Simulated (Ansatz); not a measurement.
## Ta: geometry relaxation (part 2 of 4)

The same run, continued: Ta (slab, 24 atoms in the cell); DFT PBE, scalar-relativistic, plane waves, PAW, no spin polarisation (Ansatz 0.2.0); cutoff 420 eV, 2×10×1 k-mesh, Gaussian smearing of 0.1 eV. The structure derives from an entry of the Crystallography Open Database. The input holds or restrains some coordinates. Forces given for the steps count only the free coordinates. It belongs to a series of runs on one base structure; here: flat (0 0 1) slab.

Geometry of the input (Å; fractional positions):
```
19.9127  0.0000  0.0000
0.0000  3.3188  0.0000
0.0000  0.0000  18.6376
Ta 0.0000  0.0000  0.0805
Ta 0.0833  0.5000  0.1695
Ta 0.1667  0.0000  0.0805
Ta 0.2500  0.5000  0.1695
Ta 0.3333  0.0000  0.0805
Ta 0.4167  0.5000  0.1695
Ta 0.5000  0.0000  0.0805
Ta 0.5833  0.5000  0.1695
Ta 0.6667  0.0000  0.0805
Ta 0.7500  0.5000  0.1695
Ta 0.8333  0.0000  0.0805
Ta 0.9167  0.5000  0.1695
Ta 0.0000  0.0000  0.2586
Ta 0.0833  0.5000  0.3476
Ta 0.1667  0.0000  0.2586
Ta 0.2500  0.5000  0.3476
Ta 0.3333  0.0000  0.2586
Ta 0.4167  0.5000  0.3476
Ta 0.5000  0.0000  0.2586
Ta 0.5833  0.5000  0.3476
Ta 0.6667  0.0000  0.2586
Ta 0.7500  0.5000  0.3476
Ta 0.8333  0.0000  0.2586
Ta 0.9167  0.5000  0.3476
```

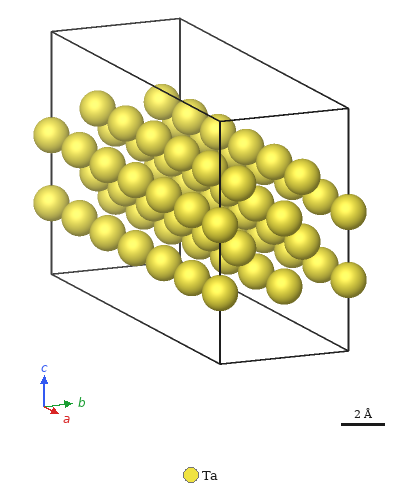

The geometry at step 4 of the log (spheres-only view of the 1 × 2 repeat of the cell, with the vacuum cut short, seen slightly off an axis).

The program's output, continued
```
SCF iter   1: F=—  HF=-238351.666614 eV  |F-HF|=—  |Δ(HF+E_count)|=         —  Δρ=1.23e-2  dr2=8.55e0  ethr=2.57e-3  p=0.000 e·Å  D=8.55e-6 V/Å  ΔV_dip=-0.00 eV  dr2_dipole=7.05e-1  V_vac-E_F(+/−)=4.08/4.08 eV  ⟨swp⟩=1.1  Hψ=7720  notcnv=0  defer=107
efield: sawtooth ramp at fractional position 0.6940 (handed on by an earlier solve), width 0.0400; the density the first Hamiltonian is built on has a dipole p = 0.000 e·Å; the dipole correction subtracts the counter field D = 8.55e-6 V/Å, which shifts the + side's vacuum level by -0.00 eV against the − side's; the planar-averaged density in the ramp window peaks in size at 1.1e-5 e/Å³
preconditioner: auto → LDOS  [metal: Δε(μ)=0.011 eV  Ē_g=3.299 eV  σ=0.100 eV  W_gap=0.06  n_scr=214 (ndim 8)  ℏωp=11.6 eV  f_vac=0.525  D(μ)=22.33/eV (n_scr^D=96)  β→1.0]
SCF iter   2: F=—  HF=-238351.396869 eV  |F-HF|=—  |Δ(HF+E_count)|=   2.70e-1  Δρ=9.43e-3  dr2=3.94e0  ethr=2.57e-3  p=0.162 e·Å  D=2.38e-2 V/Å  ΔV_dip=-0.44 eV  dr2_dipole=3.32e-2  V_vac-E_F(+/−)=3.62/4.06 eV  ⟨swp⟩=3.2  Hψ=3179  notcnv=2  defer=107
SCF iter   3: F=—  HF=-238350.932997 eV  |F-HF|=—  |Δ(HF+E_count)|=   4.64e-1  Δρ=1.61e-3  dr2=1.61e-1  ethr=1.26e-3  p=0.090 e·Å  D=1.32e-2 V/Å  ΔV_dip=-0.25 eV  dr2_dipole=5.69e-4  V_vac-E_F(+/−)=3.80/4.05 eV  ⟨swp⟩=3.2  Hψ=3578  notcnv=0  defer=143
SCF iter   4: F=—  HF=-238350.919167 eV  |F-HF|=—  |Δ(HF+E_count)|=   1.38e-2  Δρ=4.77e-4  dr2=1.83e-2  ethr=5.17e-5  p=0.108 e·Å  D=1.58e-2 V/Å  ΔV_dip=-0.29 eV  dr2_dipole=2.80e-3  V_vac-E_F(+/−)=3.75/4.04 eV  ⟨swp⟩=2.8  Hψ=2852  notcnv=0  defer=147
SCF iter   5: F=—  HF=-238350.917853 eV  |F-HF|=—  |Δ(HF+E_count)|=   1.31e-3  Δρ=1.50e-4  dr2=1.23e-3  ethr=5.86e-6  p=0.114 e·Å  D=1.68e-2 V/Å  ΔV_dip=-0.31 eV  dr2_dipole=4.11e-5  V_vac-E_F(+/−)=3.73/4.04 eV  ⟨swp⟩=2.0  Hψ=2998  notcnv=0  defer=147
SCF iter   6: F=—  HF=-238350.917912 eV  |F-HF|=—  |Δ(HF+E_count)|=   5.89e-5  Δρ=6.14e-5  dr2=1.50e-4  ethr=3.94e-7  p=0.119 e·Å  D=1.75e-2 V/Å  ΔV_dip=-0.33 eV  dr2_dipole=1.36e-5  V_vac-E_F(+/−)=3.72/4.04 eV  ⟨swp⟩=2.2  Hψ=3070  notcnv=0  defer=147
SCF iter   7: F=-238350.917920 eV  HF=-238350.917921 eV  |F-HF|=1.23e-6  |Δ(HF+E_count)|=   9.49e-6  Δρ=1.83e-5  dr2=1.09e-5  ethr=1.93e-8  p=0.122 e·Å  D=1.79e-2 V/Å  ΔV_dip=-0.33 eV  dr2_dipole=7.85e-9  V_vac-E_F(+/−)=3.71/4.04 eV  ⟨swp⟩=25.1  Hψ=24215  notcnv=0
WARN: efield: at this solve's end the planar-averaged density reaches 1.13e-5 e/Å³ inside the ramp window [0.6404, 0.7877] (bound 1e-5 e/Å³), and -1.89e-6 e/Å³ on another of its planes; by the running means of the window's planes the mean density over a ramp is at most 1.12e-5 e/Å³, which is held to the bound (the quickstart, § The vacuum guard, A window that rings); the window's nearer edge stands 5.46 Å from this solve's nearest atom along the axis. Its work functions, free energy, forces, stress, dipole, levels and responses can be off, and this figure does not tell by how much. A short vacuum, a low `basis.ecutwfc` or `basis.ecutrho_ratio` and negative occupations (`scf.occupations.method`) can put density there. See the manual's quickstart, § The vacuum guard
SCF 2 converged in 7 iterations: F = -238350.917920 eV  dr2 = 1.09e-5
[... from here on the iterations of each SCF are left out, up to the last one ...]
relax step   2: F+E_penalty+E_count = -238350.91791988 eV  Δ(F+E_penalty+E_count) = -3.550e-1 eV  max|allowed force component| = 7.671e-1 eV/Å  Δτ_max = 0.1947 Å  (7 SCF iters, dr2 threshold 6.01e-5 eV, accepted)
efield: sawtooth ramp at fractional position 0.6891 (placed anew in the vacuum of the place that an earlier solve handed on: the zero of the levels moves with the ramp), width 0.0400; the density the first Hamiltonian is built on has a dipole p = 0.122 e·Å; the dipole correction subtracts the counter field D = 1.79e-2 V/Å, which shifts the + side's vacuum level by -0.33 eV against the − side's; the planar-averaged density in the ramp window peaks in size at 8.0e-6 e/Å³
preconditioner: auto → LDOS  [metal: Δε(μ)=0.005 eV  Ē_g=3.250 eV  σ=0.100 eV  W_gap=0.03  n_scr=214 (ndim 8)  ℏωp=11.6 eV  f_vac=0.524  D(μ)=26.84/eV (n_scr^D=132)  β→1.0]
SCF 3 converged in 7 iterations: F = -238351.060009 eV  dr2 = 3.61e-6
  Residual-converged pass: ⟨swp⟩=1.1  Hψ=2305  notcnv=0  max |occ|·‖R‖ = 7.0e-9 eV (tolerance 1.0e-8 eV)  dr2=3.61e-6  dr2_onsite=1.34e-8  max |Δocc| = 2.4e-10
relax step   3: F+E_penalty+E_count = -238351.06000896 eV  Δ(F+E_penalty+E_count) = -1.421e-1 eV  max|allowed force component| = 1.944e-1 eV/Å  Δτ_max = 0.0764 Å  (7 SCF iters, dr2 threshold 3.68e-5 eV, accepted)
efield: sawtooth ramp at fractional position 0.6891 (handed on by an earlier solve), width 0.0400; the density the first Hamiltonian is built on has a dipole p = 0.073 e·Å; the dipole correction subtracts the counter field D = 1.07e-2 V/Å, which shifts the + side's vacuum level by -0.20 eV against the − side's; the planar-averaged density in the ramp window peaks in size at 1.1e-5 e/Å³
preconditioner: auto → LDOS  [metal: Δε(μ)=0.003 eV  Ē_g=3.201 eV  σ=0.100 eV  W_gap=0.02  n_scr=214 (ndim 8)  ℏωp=11.6 eV  f_vac=0.522  D(μ)=26.51/eV (n_scr^D=132)  β→1.0]
SCF 4 converged in 9 iterations: F = -238351.071739 eV  dr2 = 1.39e-8
relax step   4: F+E_penalty+E_count = -238351.07173914 eV  Δ(F+E_penalty+E_count) = -1.173e-2 eV  max|allowed force component| = 2.599e-2 eV/Å  Δτ_max = 0.0251 Å  (9 SCF iters, dr2 threshold 2.42e-6 eV, accepted)
SCF iter   1: F=—  HF=-238351.072775 eV  |F-HF|=—  |Δ(HF+E_count)|=         —  Δρ=3.33e-4  dr2=7.33e-3  ethr=5.55e-5  p=0.076 e·Å  D=1.12e-2 V/Å  ΔV_dip=-0.21 eV  dr2_dipole=8.98e-4  V_vac-E_F(+/−)=3.80/4.01 eV  ⟨swp⟩=1.9  Hψ=2760  notcnv=0  defer=7
efield: sawtooth ramp at fractional position 0.6891 (handed on by an earlier solve), width 0.0400; the density the first Hamiltonian is built on has a dipole p = 0.076 e·Å; the dipole correction subtracts the counter field D = 1.12e-2 V/Å, which shifts the + side's vacuum level by -0.21 eV against the − side's; the planar-averaged density in the ramp window peaks in size at 1.1e-5 e/Å³
preconditioner: auto → LDOS  [metal: Δε(μ)=0.012 eV  Ē_g=3.219 eV  σ=0.100 eV  W_gap=0.07  n_scr=214 (ndim 8)  ℏωp=11.6 eV  f_vac=0.523  D(μ)=26.56/eV (n_scr^D=132)  β→1.0]
SCF iter   2: F=—  HF=-238351.072612 eV  |F-HF|=—  |Δ(HF+E_count)|=   1.63e-4  Δρ=2.29e-4  dr2=3.79e-3  ethr=2.35e-6  p=0.079 e·Å  D=1.16e-2 V/Å  ΔV_dip=-0.22 eV  dr2_dipole=8.14e-5  V_vac-E_F(+/−)=3.79/4.01 eV  ⟨swp⟩=2.0  Hψ=3157  notcnv=0  defer=7
SCF iter   3: F=—  HF=-238351.072362 eV  |F-HF|=—  |Δ(HF+E_count)|=   2.50e-4  Δρ=5.02e-5  dr2=1.94e-4  ethr=1.22e-6  p=0.078 e·Å  D=1.14e-2 V/Å  ΔV_dip=-0.21 eV  dr2_dipole=2.17e-5  V_vac-E_F(+/−)=3.80/4.01 eV  ⟨swp⟩=2.0  Hψ=2797  notcnv=0  defer=7
SCF iter   4: F=—  HF=-238351.072380 eV  |F-HF|=—  |Δ(HF+E_count)|=   1.82e-5  Δρ=1.16e-5  dr2=5.29e-6  ethr=6.21e-8  p=0.078 e·Å  D=1.14e-2 V/Å  ΔV_dip=-0.21 eV  dr2_dipole=4.61e-7  V_vac-E_F(+/−)=3.80/4.01 eV  ⟨swp⟩=2.4  Hψ=2989  notcnv=0  defer=7
SCF iter   5: F=—  HF=-238351.072175 eV  |F-HF|=—  |Δ(HF+E_count)|=   2.05e-4  Δρ=3.27e-6  dr2=2.86e-7  ethr=1.70e-9  p=0.078 e·Å  D=1.14e-2 V/Å  ΔV_dip=-0.21 eV  dr2_dipole=1.49e-9  V_vac-E_F(+/−)=3.80/4.01 eV  ⟨swp⟩=3.0  Hψ=3418  notcnv=0  defer=7
SCF iter   6: F=-238351.072175 eV  HF=-238351.072175 eV  |F-HF|=2.16e-8  |Δ(HF+E_count)|=   4.28e-9  Δρ=1.18e-6  dr2=2.99e-8  ethr=3.21e-11  p=0.078 e·Å  D=1.14e-2 V/Å  ΔV_dip=-0.21 eV  dr2_dipole=3.56e-9  V_vac-E_F(+/−)=3.80/4.01 eV  ⟨swp⟩=18.4  Hψ=18126  notcnv=0
SCF 5 converged in 6 iterations: F = -238351.072175 eV  dr2 = 2.99e-8
relax step   5: F+E_penalty+E_count = -238351.07217491 eV  Δ(F+E_penalty+E_count) = -4.358e-4 eV  max|allowed force component| = 2.096e-3 eV/Å  Δτ_max = 0.0053 Å  (6 SCF iters, accepted)
WARN: The output density's exchange-correlation potential varies sharply where the density is thin. Do not read a vacuum level from v_tot or v_xc, or from such a field of the output density. On a cell that repeats whose density bears no net charge and no dipole along the vacuum's axis use v_es (v_loc + v_h of the components); under efield.dipole_correction with no amplitude use v_es + v_field, which holds any external_charges[].barrier, or the levels of the report's work_function block, which leave it out; under a non-zero efield.amplitude the vacuum is tilted and has no level; on a cell that repeats and bears such a dipole with no correction it is tilted too, and efield.dipole_correction with no amplitude gives each side of its ramp a level where efield: is served; in a cell that repeats whose density bears a net charge (total_charge, or a fill off its count) it is curved and has none; of a slab under crystal.periodic whose density bears no net charge use v_es, which has a level on each side, short of where the two are joined; of another it falls or rises all the way out and has none; of a slab beside external_charges read slab_vacuum_level instead, which it has where they leave it neutral. The grid or the basis barely resolves most such structure, and the values can differ between equally converged runs; as a rule a tighter scf.convergence.dr2_threshold does not remove it. Where the density itself ripples (under the LDA too) a higher basis.ecutwfc lessens it. The files hold the spikes' plane waves up to the density's cutoff. Files: v_tot_of_output_density and the like, and their columns of v_z.tsv (output.write_potential); v_xc_of_output_density and the like, and their columns of v_comp_z.tsv (output.write_potential_components). Measured: with its Gaussian average of σ = 0.25 Å subtracted twice, the exchange-correlation potential is over 0.1 eV at 17358 of the grid points where the equally averaged density (valence and model cores) is under 1e-3 e/Å³, and 0.943 eV at the most among them, at an averaged density of 1.1e-6 e/Å³. The input density's (outcome.potential() and, of a run that writes arrays, v_tot and v_xc) is over 0.1 eV, so measured, at 9852 points of its own thin density, 0.713 eV at the most. See output.write_potential in the manual, Limitations
SCF converged after 6 iterations
Free energy (F): -238351.072175 eV
Harris-Foulkes:  -238351.072175 eV  (|F-HF|=2.16e-8)
Internal energy: -238350.939340 eV  (E = F + TS)
E sigma→0 (E₀):  -238351.005758 eV
Entropy (-TS):   -0.132835 eV (-5.535 meV/atom)
Fermi energy:    4.369835 eV
Dipole field:    D = 0.011406 V/Å  (p = 0.077635 e·Å, saw-weighted, corrected)
Work function:   Φ+ = 3.7975 eV   Φ− = 4.0101 eV
Levels:          The Fermi level and band energies are counted from a zero that moves with the ramp; work functions are not
--- Per-component energies (eV) ---
  E_band       = -7102.199951
  E_kinetic    = 8716.429623
  E_local      = -192690.609647  (includes V_loc(G=0)·N_el)
  E_nonlocal   = 349.399588
  E_hartree    = 92033.675032
  E_xc         = -5205.913419
  E_vxc        = -4847.155832  (∫ρ·V_xc dr)
  E_paw        = -201510.206782  (= ΣΔE_a)
  E_vpaw       = -2697.451455  (= ΣTr[D̂ρ^β])
  E_aug_tail   = 0.003533  (compensation charges beyond the density's cutoff)
  E_efield     = 0.000443  (sawtooth field / dipole correction)
  E_vefield    = -0.168275  (∫n·V_field dr)
  E_ewald      = 59956.282289
  E_smearing   = -0.132835  (= −TS)
  E_closure    = 0.000000  (closes the sum)
  Σ components = -238351.072175   (vs F -238351.072175, Δ=0.00e0)
--- Forces (eV/Å), atoms counted from 1 ---
  atom   1  Ta     0.00000000     0.00000000     0.81349509
  atom   2  Ta    -0.00000000    -0.00000000    -0.81262374
  atom   3  Ta     0.00000000    -0.00000000     0.81349509
  atom   4  Ta    -0.00000000     0.00000000    -0.81262374
  atom   5  Ta     0.00000000    -0.00000000     0.81349509
  atom   6  Ta    -0.00000000     0.00000000    -0.81262374
  atom   7  Ta    -0.00000000    -0.00000000     0.81349509
  atom   8  Ta     0.00000000    -0.00000000    -0.81262374
  atom   9  Ta    -0.00000000    -0.00000000     0.81349509
  atom  10  Ta     0.00000000     0.00000000    -0.81262374
  atom  11  Ta    -0.00000000     0.00000000     0.81349509
  atom  12  Ta     0.00000000    -0.00000000    -0.81262374
  atom  13  Ta     0.00000000    -0.00000000     0.00123739
  atom  14  Ta     0.00000000     0.00000000    -0.00209636
  atom  15  Ta    -0.00000000    -0.00000000     0.00123739
  atom  16  Ta     0.00000000     0.00000000    -0.00209636
  atom  17  Ta    -0.00000000    -0.00000000     0.00123739
  atom  18  Ta    -0.00000000     0.00000000    -0.00209636
  atom  19  Ta    -0.00000000     0.00000000     0.00123739
  atom  20  Ta     0.00000000     0.00000000    -0.00209636
  atom  21  Ta     0.00000000     0.00000000     0.00123739
  atom  22  Ta     0.00000000     0.00000000    -0.00209636
  atom  23  Ta     0.00000000     0.00000000     0.00123739
  atom  24  Ta     0.00000000    -0.00000000    -0.00209636
  max |Σ_I F_I| component: 7.42e-5 eV/Å
--- Band table (eV; the first three rows and the last of 12) ---
  k-point 0: bands = ["-63.9655", "-63.9633", "-63.9633", "-63.9588", "-63.9588", "-63.9565", "-63.7631", "-63.7601", "-63.7601", "-63.7542", "-63.7542", "-63.7513", "-63.0966", "-63.0934", "-63.0934", "-63.0868", "-63.0868", "-63.0835", "-62.8283", "-62.8265", "-62.8265", "-62.8231", "-62.8231", "-62.8214", "-30.5913", "-30.5745", "-30.5602", "-30.5602", "-30.5368", "-30.5368", "-30.5343", "-30.5343", "-30.5233", "-30.4653", "-30.4416", "-30.4416", "-30.4271", "-30.4193", "-30.4193", "-30.4020",
      "-30.4020", "-30.3839", "-30.3796", "-30.3796", "-30.3613", "-30.3588", "-30.3433", "-30.3433", "-30.3125", "-30.3125", "-30.2972", "-30.2794", "-30.2794", "-30.2183", "-30.2180", "-30.1944", "-30.1944", "-30.1432", "-30.1432", "-30.1160", "-29.7547", "-29.7297", "-29.7297", "-29.7270", "-29.6976", "-29.6976", "-29.6807", "-29.6720", "-29.6720", "-29.6425", "-29.6425", "-29.5821", "-29.5807", "-29.5745", "-29.5745", "-29.5479", "-29.5479", "-29.5218", "-29.3021", "-29.2483",
      "-29.2468", "-29.2468", "-29.2062", "-29.2062", "-29.2056", "-29.2056", "-29.2041", "-29.1648", "-29.1648", "-29.1625", "-29.1625", "-29.1533", "-29.1533", "-29.1460", "-29.1315", "-29.1310", "-3.0651", "-2.5133", "-2.5133", "-1.1253", "-1.1253", "-1.0504", "-0.6813", "-0.6813", "-0.0672", "-0.0672", "-0.0336", "0.0006", "0.5327", "0.6993", "0.6993", "0.8206", "0.8206", "0.8324", "0.8655", "0.8852", "1.0287", "1.0287", "1.0409", "1.1789",
      "1.1789", "1.2518", "1.2518", "1.8835", "2.1657", "2.1657", "2.2599", "2.2599", "2.8478", "2.9393", "2.9419", "2.9618", "3.1315", "3.1315", "3.2830", "3.2830", "3.5208", "3.5208", "3.6219", "3.6219", "3.6648", "3.6648", "3.8953", "3.8953", "3.8954", "3.8954", "4.1042", "4.1042", "4.1915", "4.1943", "4.1943", "4.2453", "4.2461", "4.3389", "4.3769", "4.4050", "4.4050", "4.4817", "4.5300", "4.6456",
      "4.6456", "4.7166", "4.7168", "4.7802", "4.7802", "4.8365", "4.9256", "4.9256", "4.9590", "4.9595", "5.1673", "5.1673", "5.1750", "5.1750", "5.2114", "5.3332", "5.3332", "5.3773", "5.3773", "5.7949", "5.8193", "5.8193", "6.0084", "6.1225", "6.1231", "6.1398", "6.1398", "6.2263"]
```
